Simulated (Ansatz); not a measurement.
**Geometry relaxation, with input and output: WSe$_{2}$ (part 1 of 2)**

System: WSe$_{2}$ (P-6m2, 3 atoms in the cell).
Method: DFT, PBEsol, plane waves, PAW, no spin polarisation (Ansatz 0.2.0).

The structure derives from a Materials Project entry.

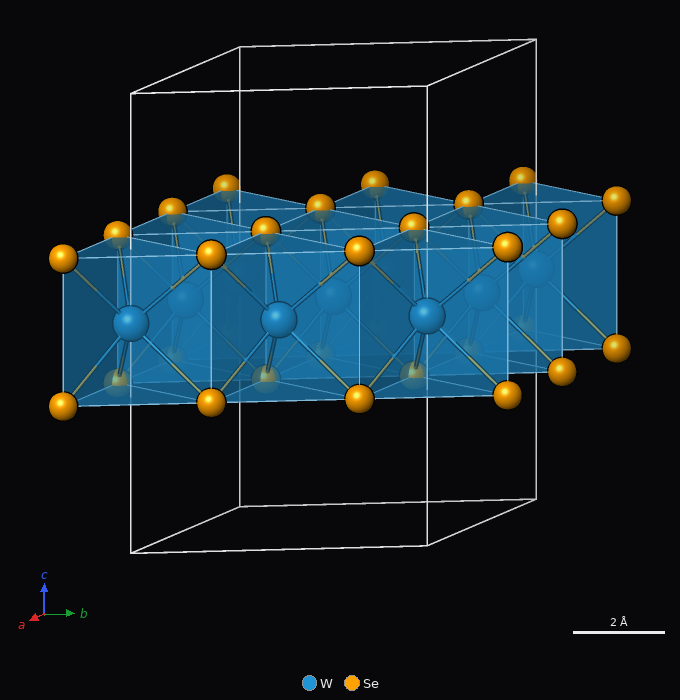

*The structure as given in the input (polyhedral view of the 2 × 2 repeat of the cell, with the vacuum cut short, seen slightly off an axis; polyhedra are completed across the faces of the cell). An atom can appear more than once, as a periodic image.*

**The input**
```yaml
crystal:
  lattice:
    - [3.3179375931, 0.0, 0.0]
    - [-1.6589687966, 2.8734182438, 0.0]
    - [0.0, 0.0, 16.65814242]
  atoms:
    - { symbol: W, position: [0.0, 0.0, 0.0] }
    - { symbol: Se, position: [0.33333333, 0.66666667, 0.09978652] }
    - { symbol: Se, position: [0.33333333, 0.66666667, 0.90021348] }
basis:
  ecutwfc: "44.1 Ry"
kpoints:
  mp_grid: { grid: [10, 10, 2] }
hamiltonian:
  xc: pbesol
scf:
  occupations: { method: tetrahedron }
output:
  forces: true
  eigenvalues: true
  stress: true
relax:
  adjacent_minimum: "off"
  f_tol: 0.005
  max_steps: 80
  cell: { stress_tol: 0.05 }
```

Hardware: 2 threads of Arm Neoverse V2, 24 GiB of memory available, shared host.

Run as:
```bash
ansatz run input.yaml --threads 2 --pin off --max-ram 5120MiB --backend cpu --events-out ev --progress --plain --runs-dir out
```

**Output**
```
Warning: relax: with tetrahedron occupations the Hellmann–Feynman forces and the energy need not agree along the walk (scf.occupations.method in the input reference, under Limitations); prefer a smearing scheme for the relaxation and re-run the relaxed geometry with tetrahedron occupations for the final energies/DOS
Warning: output.forces, output.stress, relax.cell or npt_langevin: where a Kohn–Sham band that disperses or a degenerate level is filled in part under the method tetrahedron, the forces or the stress that this run publishes need not agree with its energy (scf.occupations.method in the input reference, under Limitations); prefer a smearing scheme for the forces or the stress
The last accepted step is kept in [file] (removed where the run ends without a failure and the disk answers)
Engine: ansatz 0.2.0, aarch64-unknown-linux-gnu
Pseudopotentials: kind: paw
Pseudopotential: W, paw, valence charge 14, recommended cutoff 420 eV (normal), W.paw.azcp
Pseudopotential: Se, paw, valence charge 16, recommended cutoff 420 eV (normal), Se.paw.azcp
Functional definition: PBEsol
  exchange = pbesol_x
  correlation = pbesol_c
Crystal: 3 atoms, lattice volume = 158.816 Å³
Basis set: ecut = 600.0110667240353 eV, 5359 PW (Γ), exchange–correlation on 54×54×270 points (8 copies of the dense FFT grid, shifted against one another)
Bands: 28, of which v1, the nominal top of the filled ones, is band 23 counted from 1 (22 counted from 0)
Symmetry: 12 space group operations
Space group: P-6m2 (ITA 187), of the structure as read, at distance tolerance 5.4e-5 Å
k-points: 28 of 200 (time reversal used)
Non-local potential: W, projectors of the file, l = 0: 3, l = 1: 2, l = 2: 2, l = 3: 1
Non-local potential: Se, projectors of the file, l = 0: 2, l = 1: 2, l = 2: 3, l = 3: 1
PAW form: soft (Blöchl's): semilocal exchange-correlation on the pseudo side does not see the compensation charge
PAW frozen core: W, regenerated for the run's functional, and the local potential with it (the file was generated under x = pbe(κ = 0.804, μ = 0.2195149727645171), c = pbe(β = 0.06672455060314922))
PAW frozen core: Se, regenerated for the run's functional, and the local potential with it (the file was generated under x = pbe(κ = 0.804, μ = 0.2195149727645171), c = pbe(β = 0.06672455060314922))
PAW one-centre angular grid: W, 590 points (default); XC on 64 Gauss nodes
PAW one-centre angular grid: Se, 590 points (default); XC on 64 Gauss nodes
Initial density: superposition of atomic densities (neutral atoms: chi_scale 0, normalization atom), corrected by the library's trained network
Initial wavefunctions: pseudopotential atomic-orbital guess
Functional: x = pbesol(κ = 0.804, μ = 0.12345679012345678), c = pbesol(β = 0.046)
SCF iter   1: F=—  HF=-21106.707004 eV  |F-HF|=—  |Δ(HF+E_count)|=         —  Δρ=3.51e-3  dr2=2.63e-2  ethr=1.77e-3  ⟨swp⟩=9.1  Hψ=3823  notcnv=0
preconditioner: auto → Resta (q_TF=auto, 2.219 Å⁻¹)  ε∞=3.0  [insulator: Δε(μ)=1.831 eV  Ē_g=8.759 eV  n_scr=28 (ndim 8)  ℏωp=12.5 eV  f_vac=0.603  ε∞_Penn≈3.0  vacuum switching on, ρ_ref=5.6e-3 e/Å³]
SCF iter   2: F=—  HF=-21106.707946 eV  |F-HF|=—  |Δ(HF+E_count)|=   9.42e-4  Δρ=2.18e-3  dr2=1.00e-2  ethr=5.71e-5  ⟨swp⟩=3.6  Hψ=1745  notcnv=0  defer=28
SCF iter   3: F=—  HF=-21106.707547 eV  |F-HF|=—  |Δ(HF+E_count)|=   3.99e-4  Δρ=1.21e-3  dr2=1.24e-3  ethr=2.18e-5  ⟨swp⟩=2.1  Hψ=1032  notcnv=0  defer=28
SCF iter   4: F=—  HF=-21106.708552 eV  |F-HF|=—  |Δ(HF+E_count)|=   1.00e-3  Δρ=2.76e-4  dr2=6.41e-5  ethr=2.70e-6  ⟨swp⟩=2.6  Hψ=1103  notcnv=0  defer=28
SCF iter   5: F=—  HF=-21106.708625 eV  |F-HF|=—  |Δ(HF+E_count)|=   7.28e-5  Δρ=4.85e-5  dr2=5.36e-6  ethr=1.39e-7  ⟨swp⟩=3.8  Hψ=1648  notcnv=0  defer=28
SCF iter   6: F=—  HF=-21106.708631 eV  |F-HF|=—  |Δ(HF+E_count)|=   6.86e-6  Δρ=1.36e-5  dr2=4.97e-7  ethr=1.17e-8  ⟨swp⟩=2.9  Hψ=1142  notcnv=0  defer=28
SCF iter   7: F=—  HF=-21106.708683 eV  |F-HF|=—  |Δ(HF+E_count)|=   5.11e-5  Δρ=3.06e-6  dr2=2.34e-8  ethr=1.08e-9  ⟨swp⟩=3.1  Hψ=1262  notcnv=0  defer=28
SCF iter   8: F=—  HF=-21106.708683 eV  |F-HF|=—  |Δ(HF+E_count)|=   1.85e-8  Δρ=8.55e-7  dr2=1.61e-9  ethr=5.09e-11  ⟨swp⟩=3.0  Hψ=1610  notcnv=0  defer=28
SCF iter   9: F=—  HF=-21106.708683 eV  |F-HF|=—  |Δ(HF+E_count)|=  5.13e-10  Δρ=1.99e-7  dr2=9.86e-11  ethr=3.49e-12  ⟨swp⟩=3.0  Hψ=1633  notcnv=0  defer=28
SCF iter  10: F=-21106.708683 eV  HF=-21106.708683 eV  |F-HF|=3.64e-11  |Δ(HF+E_count)|=  2.55e-11  Δρ=3.94e-8  dr2=3.29e-12  ethr=1.00e-12  ⟨swp⟩=8.0  Hψ=3802  notcnv=0
SCF 1 converged in 10 iterations: F = -21106.708683 eV  dr2 = 3.29e-12
  greatest PAW one-centre occupation: 1.000 electrons in one spin orbital (limit 2), on the Se atom at site 1 (counted from 0), in its partial waves of l = 2
relax step   1: F+E_penalty+E_count = -21106.70868256 eV  Δ(F+E_penalty+E_count) = +0.000e0 eV  max|allowed force component| = 1.319e-1 eV/Å  Δτ_max = 0.0000 Å  P = -1.095 GPa  Ω = 158.816 Å³  (10 SCF iters, accepted)
Crystal: 3 atoms, lattice volume = 150.102 Å³
Basis set: ecut = 600.0110667240353 eV, 5047 PW (Γ), exchange–correlation on 54×54×270 points (8 copies of the dense FFT grid, shifted against one another)
Initial density: handed on by an earlier stage of this run
Initial wavefunctions: those handed on with the density
iter 1 solved again at ethr=8.71e-5 eV; its pass at ethr=3.10e-3 eV (dr2=4.01e-2 eV) is discarded
SCF iter   1: F=—  HF=-21106.717564 eV  |F-HF|=—  |Δ(HF+E_count)|=         —  Δρ=2.34e-3  dr2=4.32e-2  ethr=8.71e-5  ⟨swp⟩=2.2  Hψ=4801  notcnv=0
preconditioner: auto → none  [insulator: Δε(μ)=1.847 eV  Ē_g=9.003 eV  n_scr=10 (ndim 8)  ℏωp=12.9 eV  f_vac=0.597  ε∞_Penn≈3.0]
SCF iter   2: F=—  HF=-21106.740692 eV  |F-HF|=—  |Δ(HF+E_count)|=   2.31e-2  Δρ=5.65e-3  dr2=2.13e-1  ethr=8.71e-5  ⟨swp⟩=4.7  Hψ=1701  notcnv=0  recentre
SCF iter   3: F=—  HF=-21106.711041 eV  |F-HF|=—  |Δ(HF+E_count)|=   2.97e-2  Δρ=9.91e-4  dr2=2.66e-3  ethr=8.71e-5  ⟨swp⟩=3.4  Hψ=1370  notcnv=0  defer=18
SCF iter   4: F=—  HF=-21106.710667 eV  |F-HF|=—  |Δ(HF+E_count)|=   3.75e-4  Δρ=3.26e-4  dr2=7.25e-5  ethr=5.78e-6  ⟨swp⟩=2.3  Hψ=1162  notcnv=0  defer=28
SCF iter   5: F=—  HF=-21106.710670 eV  |F-HF|=—  |Δ(HF+E_count)|=   3.10e-6  Δρ=3.61e-5  dr2=1.23e-6  ethr=1.58e-7  ⟨swp⟩=3.2  Hψ=1385  notcnv=0  defer=28
SCF iter   6: F=—  HF=-21106.710725 eV  |F-HF|=—  |Δ(HF+E_count)|=   5.51e-5  Δρ=1.33e-5  dr2=1.05e-7  ethr=2.66e-9  ⟨swp⟩=3.6  Hψ=1725  notcnv=0  defer=28
SCF iter   7: F=—  HF=-21106.710725 eV  |F-HF|=—  |Δ(HF+E_count)|=   3.93e-8  Δρ=2.27e-6  dr2=3.22e-9  ethr=2.29e-10  ⟨swp⟩=2.9  Hψ=1210  notcnv=0  defer=28
SCF iter   8: F=—  HF=-21106.710725 eV  |F-HF|=—  |Δ(HF+E_count)|=   2.53e-9  Δρ=2.95e-7  dr2=7.15e-11  ethr=6.99e-12  ⟨swp⟩=3.0  Hψ=1296  notcnv=0  defer=28
SCF iter   9: F=-21106.710725 eV  HF=-21106.710725 eV  |F-HF|=1.09e-11  |Δ(HF+E_count)|=  7.64e-11  Δρ=3.89e-8  dr2=2.03e-12  ethr=1.00e-12  ⟨swp⟩=8.4  Hψ=4106  notcnv=0
SCF 2 converged in 9 iterations: F = -21106.710725 eV  dr2 = 2.03e-12
relax step   2: F+E_penalty+E_count = -21106.71072487 eV  Δ(F+E_penalty+E_count) = -2.042e-3 eV  max|allowed force component| = 4.855e-2 eV/Å  Δτ_max = 0.0300 Å  P = +0.787 GPa  Ω = 150.102 Å³  energy of the carried Pulay correction = +9.047e-5 eV  (9 SCF iters, accepted)
Crystal: 3 atoms, lattice volume = 154.504 Å³
Basis set: ecut = 600.0110667240353 eV, 5215 PW (Γ), exchange–correlation on 54×54×270 points (8 copies of the dense FFT grid, shifted against one another)
iter 1 solved again at ethr=1.98e-5 eV; its pass at ethr=3.10e-3 eV (dr2=9.09e-3 eV) is discarded
SCF iter   1: F=—  HF=-21106.729586 eV  |F-HF|=—  |Δ(HF+E_count)|=         —  Δρ=1.22e-3  dr2=9.67e-3  ethr=1.98e-5  ⟨swp⟩=2.6  Hψ=4715  notcnv=0
preconditioner: auto → none  [insulator: Δε(μ)=1.866 eV  Ē_g=8.900 eV  n_scr=16 (ndim 8)  ℏωp=12.7 eV  f_vac=0.603  ε∞_Penn≈3.0]
SCF iter   2: F=—  HF=-21106.733801 eV  |F-HF|=—  |Δ(HF+E_count)|=   4.22e-3  Δρ=2.52e-3  dr2=4.16e-2  ethr=1.98e-5  ⟨swp⟩=4.4  Hψ=1650  notcnv=0  recentre
SCF iter   3: F=—  HF=-21106.728065 eV  |F-HF|=—  |Δ(HF+E_count)|=   5.74e-3  Δρ=6.13e-4  dr2=1.09e-3  ethr=1.98e-5  ⟨swp⟩=3.2  Hψ=1252  notcnv=0
SCF iter   4: F=—  HF=-21106.727894 eV  |F-HF|=—  |Δ(HF+E_count)|=   1.71e-4  Δρ=2.06e-4  dr2=3.08e-5  ethr=2.37e-6  ⟨swp⟩=2.7  Hψ=1175  notcnv=0  defer=4
SCF iter   5: F=—  HF=-21106.727900 eV  |F-HF|=—  |Δ(HF+E_count)|=   5.90e-6  Δρ=2.37e-5  dr2=7.77e-7  ethr=6.70e-8  ⟨swp⟩=3.4  Hψ=1361  notcnv=0  defer=4
SCF iter   6: F=—  HF=-21106.727955 eV  |F-HF|=—  |Δ(HF+E_count)|=   5.49e-5  Δρ=8.82e-6  dr2=5.50e-8  ethr=1.69e-9  ⟨swp⟩=4.1  Hψ=1728  notcnv=0  defer=4
SCF iter   7: F=—  HF=-21106.727955 eV  |F-HF|=—  |Δ(HF+E_count)|=   1.87e-8  Δρ=1.49e-6  dr2=1.37e-9  ethr=1.20e-10  ⟨swp⟩=3.4  Hψ=1271  notcnv=0  defer=5
SCF iter   8: F=—  HF=-21106.727955 eV  |F-HF|=—  |Δ(HF+E_count)|=   1.37e-9  Δρ=2.26e-7  dr2=3.89e-11  ethr=2.98e-12  ⟨swp⟩=3.8  Hψ=1413  notcnv=0  defer=5
SCF iter   9: F=-21106.727955 eV  HF=-21106.727955 eV  |F-HF|=1.46e-11  |Δ(HF+E_count)|=  6.91e-11  Δρ=3.31e-8  dr2=2.65e-12  ethr=1.00e-12  ⟨swp⟩=7.9  Hψ=3786  notcnv=0
SCF 3 converged in 9 iterations: F = -21106.727955 eV  dr2 = 2.65e-12
  greatest PAW one-centre occupation: 1.000 electrons in one spin orbital (limit 2), on the Se atom at site 2 (counted from 0), in its partial waves of l = 2
relax step   3: F+E_penalty+E_count = -21106.72795503 eV  Δ(F+E_penalty+E_count) = -1.723e-2 eV  max|allowed force component| = 8.917e-3 eV/Å  Δτ_max = 0.0203 Å  P = -0.058 GPa  Ω = 154.504 Å³  energy of the carried Pulay correction = +4.414e-5 eV  (9 SCF iters, accepted)
Crystal: 3 atoms, lattice volume = 154.310 Å³
iter 1 solved again at ethr=6.01e-8 eV; its pass at ethr=3.10e-3 eV (dr2=2.76e-5 eV) is discarded
SCF iter   1: F=—  HF=-21106.727950 eV  |F-HF|=—  |Δ(HF+E_count)|=         —  Δρ=5.46e-5  dr2=2.58e-5  ethr=6.01e-8  ⟨swp⟩=3.6  Hψ=4517  notcnv=0
preconditioner: auto → none  [insulator: Δε(μ)=1.888 eV  Ē_g=8.909 eV  n_scr=16 (ndim 8)  ℏωp=12.7 eV  f_vac=0.601  ε∞_Penn≈3.0]
SCF iter   2: F=—  HF=-21106.727963 eV  |F-HF|=—  |Δ(HF+E_count)|=   1.38e-5  Δρ=1.38e-4  dr2=1.27e-4  ethr=5.61e-8  ⟨swp⟩=4.5  Hψ=1569  notcnv=0
SCF iter   3: F=—  HF=-21106.727946 eV  |F-HF|=—  |Δ(HF+E_count)|=   1.73e-5  Δρ=1.27e-5  dr2=2.96e-7  ethr=5.61e-8  ⟨swp⟩=3.1  Hψ=1253  notcnv=0
SCF iter   4: F=—  HF=-21106.727999 eV  |F-HF|=—  |Δ(HF+E_count)|=   5.33e-5  Δρ=5.08e-6  dr2=2.15e-8  ethr=6.44e-10  ⟨swp⟩=3.0  Hψ=1252  notcnv=0
SCF iter   5: F=—  HF=-21106.728000 eV  |F-HF|=—  |Δ(HF+E_count)|=   5.40e-9  Δρ=6.22e-7  dr2=3.15e-10  ethr=4.67e-11  ⟨swp⟩=3.3  Hψ=1249  notcnv=0
SCF iter   6: F=-21106.728000 eV  HF=-21106.728000 eV  |F-HF|=2.18e-11  |Δ(HF+E_count)|=  1.06e-10  Δρ=1.32e-7  dr2=1.12e-11  ethr=1.00e-12  ⟨swp⟩=8.7  Hψ=4291  notcnv=0
SCF 4 converged in 6 iterations: F = -21106.728000 eV  dr2 = 1.12e-11
relax step   4: F+E_penalty+E_count = -21106.72799950 eV  Δ(F+E_penalty+E_count) = -4.447e-5 eV  max|allowed force component| = 1.319e-3 eV/Å  Δτ_max = 0.0004 Å  P = -0.005 GPa  Ω = 154.310 Å³  energy of the carried Pulay correction = +4.615e-5 eV  (6 SCF iters, accepted)
Initial wavefunctions: pseudopotential atomic-orbital guess (no wavefunctions were taken with the density)
iter 1 solved again at ethr=9.44e-8 eV; its pass at ethr=3.10e-3 eV (dr2=4.34e-5 eV) is discarded
```
